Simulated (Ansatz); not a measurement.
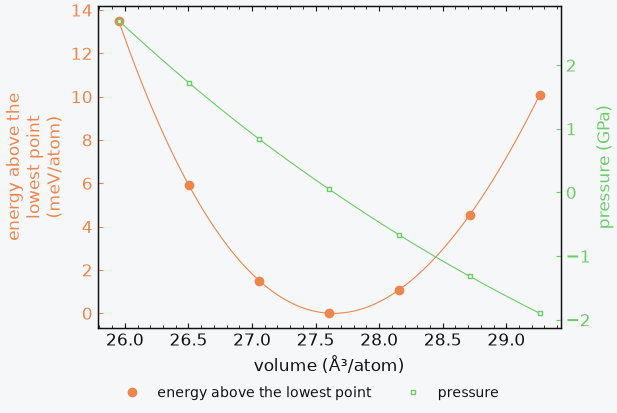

The figure shows the energy above the lowest point and pressure against volume for Al, space group Fd-3m (No. 227) (one of a set of cubic test structures, which need not be the stable phase).

Computed with Ansatz 0.2.0 development build: equation of state of a cubic crystal from periodic Kohn-Sham density functional theory without spin, third-order Birch-Murnaghan fit to the free energies; pressure corrected for the finite basis. Level: PBE.

| setting | value |
| --- | --- |
| structure type | diamond |
| atoms in cell | 2 |
| space group number | 227 |
| lattice centring | face-centred primitive |
| k mesh | 16×16×16 |
| occupation method | Fermi–Dirac |
| occupation width | 0.06123 eV |
| wave cutoff | 420 eV |
| datasets | soft-1 PAW |
| density tolerance | 1e−07 eV |
| bands | 7 |
| density cutoff ratio | 4 |
| search for lower states | default |

**How stiff is the solid, and where is its volume at rest?**

A third-order Birch–Murnaghan fit gives V0 = 27.64 Å³/atom, B0 = 37.5 GPa and B′ = 4.2.

**What does the pressure do across the range?**

It falls from 2.699 GPa at volume 25.95 Å³/atom to −1.899 GPa at 29.26 Å³/atom, and changes sign near 27.65 Å³/atom.

Caveats: cubic model structure, not the ambient form.
